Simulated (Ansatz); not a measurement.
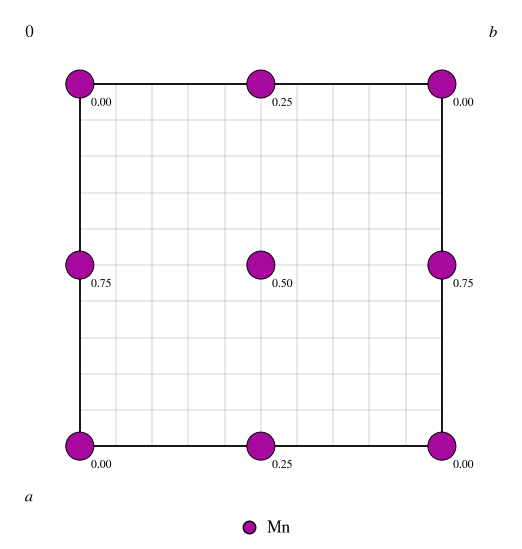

Plan of a unit cell projected along c (a down the page, b across); the numbers are heights as fractions of c, and atoms on the cell's edges are repeated. The grid marks tenths of a and b. Source: the geometry relaxed with DFT r2SCAN, scalar-relativistic, plane waves, PAW in Ansatz; the starting structure was generated, so it need not be a known form of this composition. Symmetry computed with spglib at a tolerance of 0.002 Å; standard conventional cell.

a = 5.043 Å, b = 5.043 Å, c = 2.702 Å, α = 90.00°, β = 90.00°, γ = 90.00°.

**What does the cell contain?**

4 Mn: Mn, Z = 4.

**Which space group?**

No. 141, I4₁/amd, origin choice 1, body-centred tetragonal.

**Give the fractional coordinates of all atoms, to two places.**

```csv
atom,x,y,z
Mn,0.00,0.00,0.00
Mn,0.00,0.50,0.25
Mn,0.50,0.50,0.50
Mn,0.50,0.00,0.75
```
